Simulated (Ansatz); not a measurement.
**Phonon calculation of InAs**

System: InAs (2 atoms in the cell).
Method: DFT PBEsol, scalar-relativistic, plane waves, PAW, no spin polarisation (Ansatz 0.2.0).

The structure derives from an entry of the Crystallography Open Database. It belongs to a series of runs on one base structure; here: zone-centre phonons at 12 GPa. Figures and captions count atoms from 1; the log counts them from 0 in places.

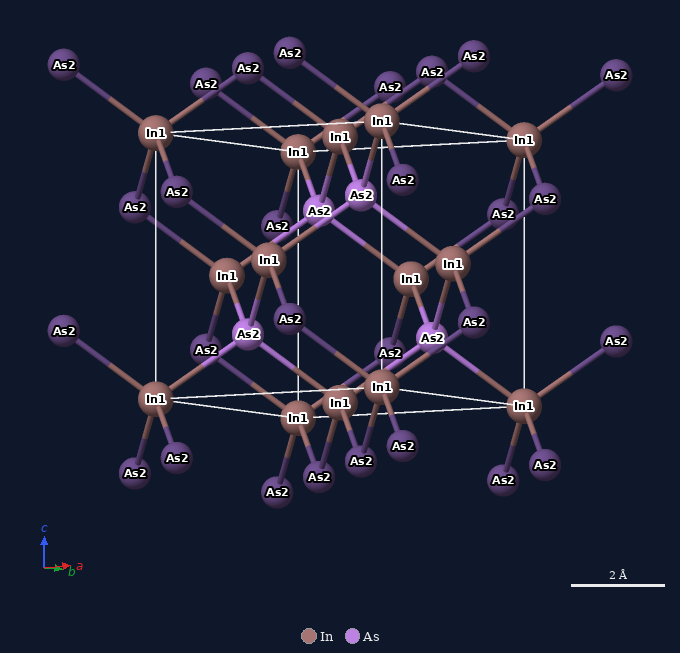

Fig. 1: The structure (ball-and-stick view of the cell 4 times as large as that of the calculation, set on its symmetry axes, seen at an oblique angle; neighbours outside the cell are drawn fainter; atoms are numbered from 1 in the order of the input).

**The input**
```yaml
crystal:
  lattice:
    - [0.0, 2.89424159, 2.89424159]
    - [2.89424159, 0.0, 2.89424159]
    - [2.89424159, 2.89424159, 0.0]
  atoms:
    - { symbol: In, position: [0.0, 0.0, 0.0] }
    - { symbol: As, position: [0.75, 0.75, 0.75] }
basis:
  ecutwfc: 420
kpoints:
  mp_grid: { grid: [12, 12, 12] }
hamiltonian:
  xc: pbesol
scf:
  occupations: { method: fermi_dirac, width: 0.15 }
output:
  eigenvalues: true
phonons:
  method: dfpt
  eigenvectors: true
```

Machine: 1 thread of Intel Xeon (Granite Rapids), 192 GiB of memory available, shared host.

Run as:
```bash
ansatz run input.yaml --threads 1 --pin off --max-ram 3072MiB --backend cpu --events-out ev --progress --plain --runs-dir out
```

**Log**
```
zone centre: on kpoints.mp_grid the ground state, and the responses unless they are solved on pairs of k-points, stand on 163 of the mesh's 1728 k-points, reduced under 8 symmetry operations, with k and −k counted as one. Each operation leaves every solved displacement unchanged or reverses it
Engine: ansatz 0.2.0, x86_64-unknown-linux-gnu
Pseudopotentials: kind: paw
Pseudopotential: In, paw, valence charge 13, recommended cutoff 420 eV (normal), In.paw.azcp
Pseudopotential: As, paw, valence charge 15, recommended cutoff 420 eV (normal), As.paw.azcp
Functional definition: PBEsol
  exchange = pbesol_x
  correlation = pbesol_c
Crystal: 2 atoms, lattice volume = 48.488 Å³
Basis set: ecut = 420 eV, 941 PW (Γ), exchange–correlation on 60×60×60 points (8 copies of the dense FFT grid, shifted against one another)
Bands: 18, of which v1, the nominal top of the filled ones, is band 14 counted from 1 (13 counted from 0)
Symmetry: 24 space group operations
k-points: 163 of 1728 (irreducible under 8 space group operations, time reversal used)
Non-local potential: In, projectors of the file, l = 0: 2, l = 1: 2, l = 2: 2, l = 3: 2
Non-local potential: As, projectors of the file, l = 0: 2, l = 1: 2, l = 2: 3, l = 3: 1
PAW form: soft (Blöchl's): semilocal exchange-correlation on the pseudo side does not see the compensation charge
PAW frozen core: In, regenerated for the run's functional, and the local potential with it (the file was generated under x = pbe(κ = 0.804, μ = 0.2195149727645171), c = pbe(β = 0.06672455060314922))
PAW frozen core: As, regenerated for the run's functional, and the local potential with it (the file was generated under x = pbe(κ = 0.804, μ = 0.2195149727645171), c = pbe(β = 0.06672455060314922))
PAW one-centre angular grid: In, 590 points (default); XC on 64 Gauss nodes
PAW one-centre angular grid: As, 590 points (default); XC on 64 Gauss nodes
Initial density: superposition of atomic densities (neutral atoms: chi_scale 0, normalization atom), corrected by the library's trained network
Initial wavefunctions: pseudopotential atomic-orbital guess
Functional: x = pbesol(κ = 0.804, μ = 0.12345679012345678), c = pbesol(β = 0.046)
SCF iter   1: F=—  HF=-10338.578198 eV  |F-HF|=—  |Δ(HF+E_count)|=         —  Δρ=4.42e-3  dr2=1.24e-2  ethr=1.77e-3  ⟨swp⟩=5.1  Hψ=14795  notcnv=0
preconditioner: auto → none  [insulator: Δε(μ)=0.777 eV  Ē_g=15.244 eV  σ=0.150 eV  W_gap=0.66  n_scr=14 (ndim 8)  ℏωp=22.6 eV  f_vac=0.065  D(μ)=0.01/eV (n_scr^D=0)  ε∞_Penn≈3.2]
SCF iter   2: F=—  HF=-10338.573209 eV  |F-HF|=—  |Δ(HF+E_count)|=   4.99e-3  Δρ=1.05e-3  dr2=3.61e-4  ethr=4.43e-5  ⟨swp⟩=2.9  Hψ=6517  notcnv=0
SCF iter   3: F=—  HF=-10338.573194 eV  |F-HF|=—  |Δ(HF+E_count)|=   1.46e-5  Δρ=3.91e-4  dr2=5.35e-5  ethr=1.29e-6  ⟨swp⟩=2.0  Hψ=4687  notcnv=0
SCF iter   4: F=—  HF=-10338.573207 eV  |F-HF|=—  |Δ(HF+E_count)|=   1.31e-5  Δρ=1.52e-4  dr2=6.01e-6  ethr=1.91e-7  ⟨swp⟩=2.1  Hψ=3657  notcnv=0
SCF iter   5: F=—  HF=-10338.573208 eV  |F-HF|=—  |Δ(HF+E_count)|=   6.45e-7  Δρ=1.48e-5  dr2=8.19e-8  ethr=2.14e-8  ⟨swp⟩=2.0  Hψ=3551  notcnv=0
SCF iter   6: F=—  HF=-10338.573209 eV  |F-HF|=—  |Δ(HF+E_count)|=   1.55e-6  Δρ=3.43e-6  dr2=3.48e-9  ethr=2.92e-10  ⟨swp⟩=2.0  Hψ=4434  notcnv=0
SCF iter   7: F=—  HF=-10338.573209 eV  |F-HF|=—  |Δ(HF+E_count)|=   4.33e-9  Δρ=3.44e-7  dr2=3.48e-11  ethr=1.24e-11  ⟨swp⟩=2.0  Hψ=3625  notcnv=0
SCF iter   8: F=-10338.573209 eV  HF=-10338.573209 eV  |F-HF|=3.64e-12  |Δ(HF+E_count)|=  9.09e-12  Δρ=3.81e-8  dr2=6.58e-13  ethr=1.00e-12  ⟨swp⟩=6.0  Hψ=13103  notcnv=0
SCF 1 converged in 8 iterations: F = -10338.573209 eV  dr2 = 6.58e-13
  greatest PAW one-centre occupation: 0.999 electrons in one spin orbital (limit 2), on the As atom at site 1 (counted from 0), in its partial waves of l = 2
```

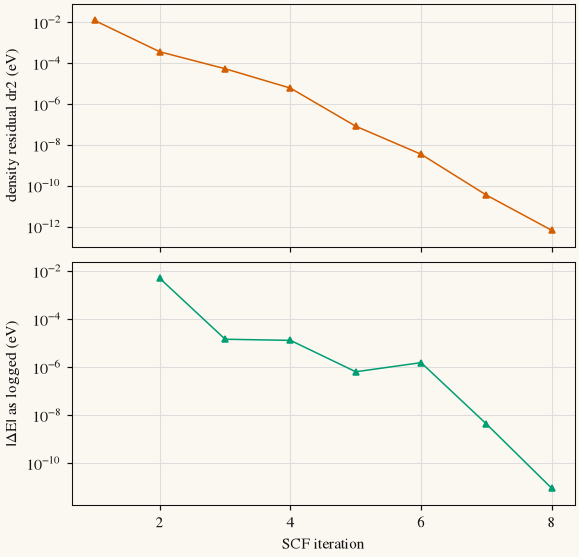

Fig. 2: Convergence of the self-consistent field: density residual dr2 and size of the energy change against the SCF iteration. The residual falls at every step.

```
DFPT response loops at Γ: preconditioner auto → Kerker (q_TF=auto, 2.490 Å⁻¹) (partly filled bands, converged f_vac=0.052); β = 1.00, the filter's whole step (`scf.mixing.beta` (0.50) is not read by the response loops under this deck's `scf.mixing.preconditioner`; to damp them name `kerker` or `kerker_dos`, under which they read `scf.mixing.beta`, and type it under 1.00, their step now; both keys bind the ground state too); Broyden in place of MSR1
SCF converged after 8 iterations
Free energy (F): -10338.573209 eV
Harris-Foulkes:  -10338.573209 eV  (|F-HF|=3.64e-12)
Internal energy: -10338.571737 eV  (E = F + TS)
E sigma→0 (E₀):  -10338.572473 eV
Entropy (-TS):   -0.001472 eV (-0.736 meV/atom)
Fermi energy:    10.069991 eV
--- Per-component energies (eV) ---
  E_band       = -271.521615
  E_kinetic    = 351.613620
  E_local      = -3099.032294  (includes V_loc(G=0)·N_el)
  E_nonlocal   = -299.581452
  E_hartree    = 1515.047485
  E_xc         = -294.185113
  E_vxc        = -181.850377  (∫ρ·V_xc dr)
  E_paw        = -5877.747668  (= ΣΔE_a)
  E_vpaw       = -72.766164  (= ΣTr[D̂ρ^β])
  E_aug_tail   = 0.000033  (compensation charges beyond the density's cutoff)
  E_ewald      = -2635.888680
  E_core_change = 1.202331  (= ΣΔE_core)
  E_smearing   = -0.001472  (= −TS)
  E_closure    = 0.000000  (closes the sum)
  Σ components = -10338.573209   (vs F -10338.573209, Δ=0.00e0)
--- Band table (eV; the first three rows and the last of 163) ---
  k-point 0: bands = ["-25.6154", "-25.6154", "-25.6154", "-25.6027", "-25.6027", "-5.0827", "-5.0827", "-5.0827", "-4.8879", "-4.8879", "-3.2346", "9.6030", "9.6030", "9.6030", "9.9746", "13.5042", "13.5042", "13.5042"]
  k-point 1: bands = ["-25.6154", "-25.6154", "-25.6154", "-25.6026", "-25.6026", "-5.1012", "-5.0784", "-5.0784", "-4.8882", "-4.8882", "-3.1404", "8.4352", "9.4867", "9.4867", "10.8036", "13.5794", "13.6671", "13.6671"]
  k-point 2: bands = ["-25.6155", "-25.6153", "-25.6153", "-25.6026", "-25.6026", "-5.1473", "-5.0671", "-5.0671", "-4.8883", "-4.8883", "-2.8708", "6.9948", "9.2096", "9.2096", "11.1749", "14.0276", "14.0276", "14.1077"]
  k-point 162: bands = ["-25.6155", "-25.6154", "-25.6146", "-25.6026", "-25.6020", "-5.3433", "-5.0012", "-4.9681", "-4.9136", "-4.8776", "-0.5044", "3.2915", "6.0195", "6.0650", "13.8411", "14.3410", "14.8731", "15.6310"]
--- Phonons (Γ-DFPT): 2 representative perturbations + reference, on 163 of 1728 k-points (Σ response iterations 6) ---
  k mesh reduced under 8 symmetry operations, with k and −k counted as one. Each operation leaves every solved displacement unchanged or reverses it
  ASR residual: 5.945e-5 → 0.000e0 eV/Å²; symmetrization residual: 7.164e-7 eV/Å²
  ASR residual per site (eV/Å²): 5.94e-5 1.70e-5
  Γ frequencies (cm⁻¹): 0.00 0.00 0.00 254.44 254.44 254.44
  non-analytic LO–TO correction: not included (Born effective charges unavailable; polar crystals: no LO–TO splitting at Γ)
```

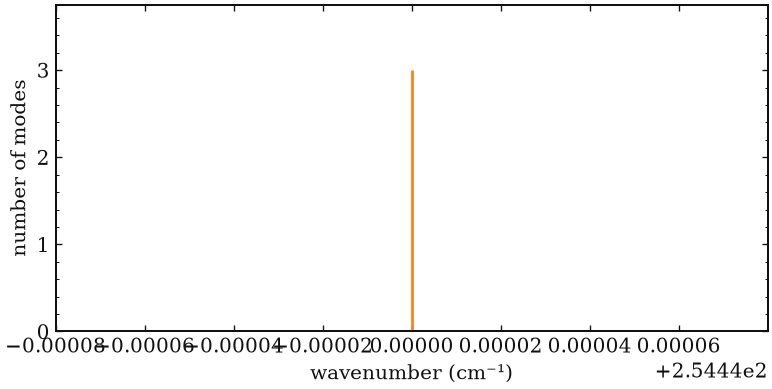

Fig. 3: Optical phonons at the zone centre (no LO–TO term); neighbouring modes closer than 3 cm⁻¹ are counted in one stick. 3 modes from 254 to 254 cm⁻¹, none imaginary.

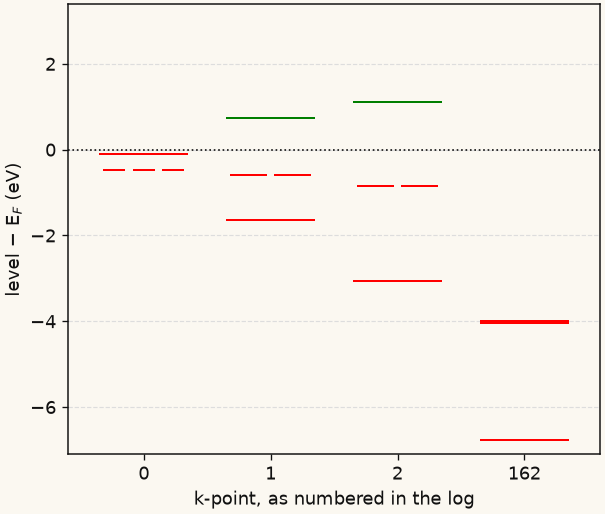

Fig. 4: Kohn–Sham levels near the Fermi level (dotted) at the few k-points that the log prints; levels within 0.02 eV of each other stand side by side. The system is metallic on the full mesh.

**Results in brief**

```csv
quantity,value
outcome,converged
space group (tolerance 0.01 Å),F-43m (216)
electrons treated,28
free energy,−10338.5732 eV
Fermi energy,10.070 eV
gap on the k-point mesh,none (metallic)
wall time,25 s
peak memory,0.76 GiB
```

**Notes**

Results for this metal are sensitive to the k-point mesh.
